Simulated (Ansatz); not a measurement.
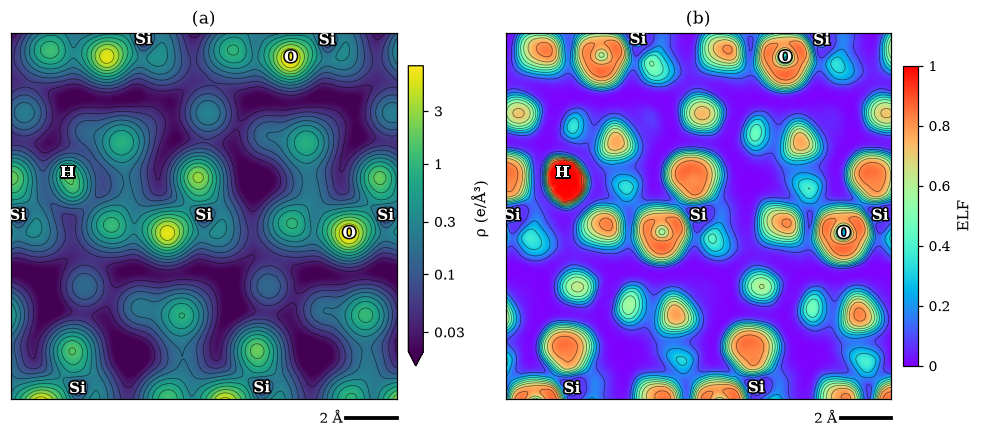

Figure. Si$_{12}$HO$_{24}$ (cell with a defect). (a) valence electron density; (b) ELF on the (111) plane of the calculation cell.

Method: Ansatz 0.2.0, DFT PBE+D3(BJ), scalar-relativistic, plane waves, PAW.

In a PAW calculation such maps are meaningful between the atoms, not at the nuclei.

Interpret the plot.

Answer.
- The plane passes through Si, O and H nuclei.
- Atoms just off the plane (Si, 0.5 Å away, O, 0.3 Å away and H, 0.3 Å away) can leave unmarked features too.
- Si–O (1.62 Å): the density is about 1.2 e/Å³ at the midpoint; the ELF peaks at about 0.85 between the atoms, as expected for a polar covalent bond.
- Between the atoms the lowest density in this plane is 0.007 e/Å³.
- The ELF also peaks beside O, away from the bonds: lone-pair regions.

Does the calculation make it a metal, or give it a gap?

Answer. It is gapped, with a Kohn–Sham gap of 5.9 eV at the Γ point, the only k-point used.
